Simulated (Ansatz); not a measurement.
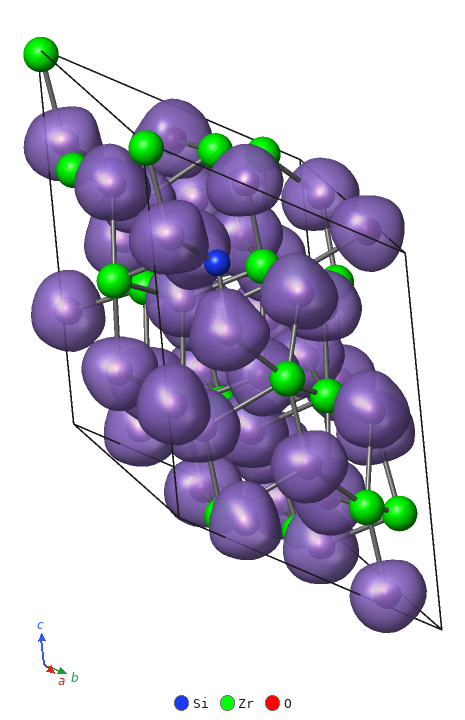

Figure 1: Zr15SiO32 (cell with a defect). Isosurface of the ELF at 0.65 (purple), seen slightly off an axis. Core shells and regions of very low density are left out. Sticks mark near contacts.

All numbers below come from DFT PBE, scalar-relativistic, plane waves, PAW (Ansatz 0.2.0).

```
CELL_PARAMETERS angstrom
0.00000 -7.24200 5.28244
-7.24200 0.00000 -5.28244
7.24200 0.00000 -5.28244
ATOMIC_POSITIONS crystal
Si 0.00000 0.25000 0.75000
Zr 0.47215 0.48751 0.98751
Zr 0.00000 0.48464 0.51249
Zr 0.00000 0.01249 0.98464
Zr 0.50000 0.25000 0.25000
Zr 0.50000 0.75000 0.75000
Zr 0.00000 0.75000 0.25000
Zr 0.52785 0.01536 0.51536
Zr 0.26062 0.99762 0.73763
Zr 0.75999 0.26237 0.02299
Zr 0.26062 0.23763 0.49762
Zr 0.24001 0.76300 0.00238
Zr 0.73938 0.97701 0.23700
Zr 0.75999 0.52299 0.76237
Zr 0.24001 0.50238 0.26300
Zr 0.73938 0.73700 0.47701
O 0.23430 0.98000 0.95508
O 0.76570 0.22079 0.24571
O 0.30247 0.23622 0.73622
O 0.21635 0.69440 0.19440
O 0.69753 0.93375 0.43375
O 0.78365 0.47804 0.97804
O 0.23430 0.45508 0.48000
O 0.76570 0.74571 0.72079
O 0.26406 0.96792 0.46792
O 0.80121 0.23204 0.73204
O 0.25552 0.21235 0.23716
O 0.25552 0.73716 0.71235
O 0.74448 0.95683 0.98164
O 0.74448 0.48164 0.45683
O 0.19879 0.43083 0.93083
O 0.73594 0.70386 0.20386
O 0.00000 0.80560 0.52196
O 0.52492 0.04492 0.77921
O 0.00000 0.02196 0.30560
O 0.00000 0.56625 0.76378
O 0.47508 0.75429 0.02000
O 0.52492 0.27921 0.54492
O 0.00000 0.26378 0.06625
O 0.47508 0.52000 0.25429
O 0.52481 0.28765 0.04317
O 0.00000 0.53208 0.29614
O 0.52481 0.54317 0.78765
O 0.47519 0.01836 0.26284
O 0.00000 0.26796 0.56917
O 0.00000 0.79614 0.03208
O 0.47519 0.76284 0.51836
O 0.00000 0.06917 0.76796
```

Where are the electrons localised?

The ELF exceeds this value in four regions on O in which the atom's valence shell and bonds are merged and 28 regions wrapped around O (the valence shell of each), counted in one cell of 48 atoms. Regions shared between cells count once.

Values along the shortest contacts:
Si–O (1.68 Å): the ELF peaks at about 0.85 between the atoms, as expected for a polar covalent bond. Zr–O (2.04 Å): the ELF peaks at about 0.85 in the valence shell of O, 0.6 Å from its nucleus, and drops to about 0.25 between the two atoms (no localised pair shows between them).

Does the calculation give a band gap?

It is gapped, with a Kohn–Sham gap of 4.1 eV on the k-point mesh (the band edges may lie off the mesh, which would make the gap smaller).
